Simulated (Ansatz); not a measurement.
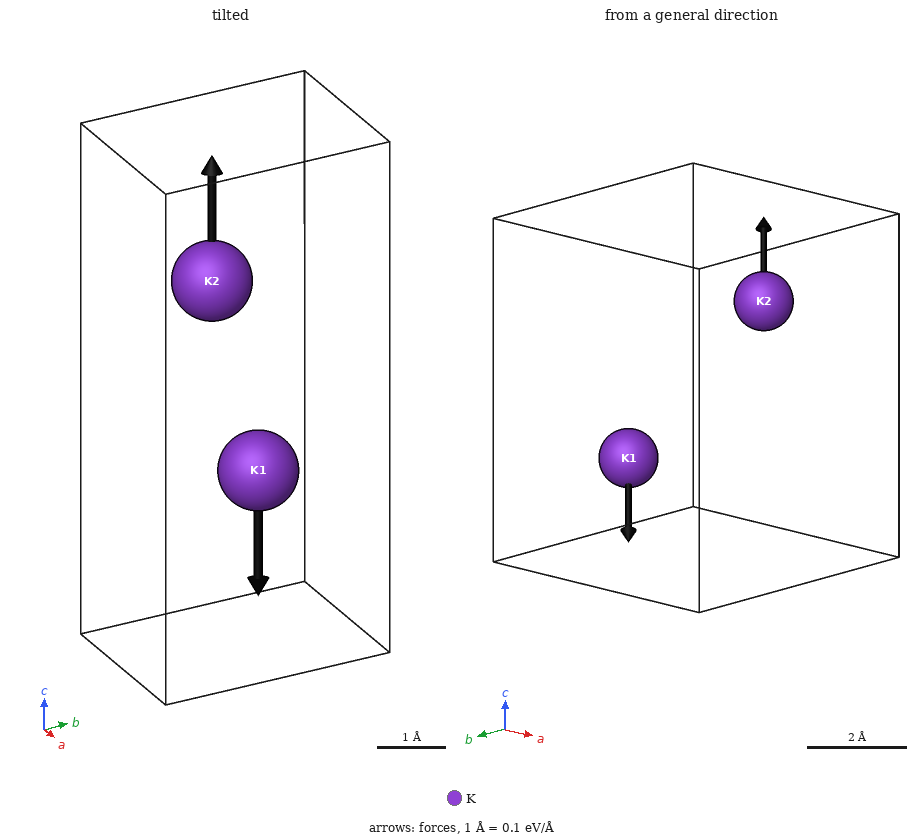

Spheres-only representation of a periodic structure, projected slightly off an axis and from a general direction. The lines enclose the simulation cell; boundary atoms appear with their images. The arrows are the computed forces on the atoms.

System: K. Results below were computed with DFT PBE, scalar-relativistic, plane waves, PAW (Ansatz); the settings were a basis cut at 420 eV, 9×9×6 k-mesh, Gaussian smearing of 0.1 eV, no spin polarisation.

Q: Is this an equilibrium geometry?

A: No. The atoms still feel forces of up to about 0.14 eV/Å, above a usual threshold of 0.01 to 0.03 eV/Å.

Q: Which atom carries the strongest force?

A: K1 and K2, about 0.14 eV/Å.

The structure was taken from a structure listed in the Materials Project. The cell was then strained or its atoms displaced on purpose. Ansatz was used for an electronic-structure calculation on it.
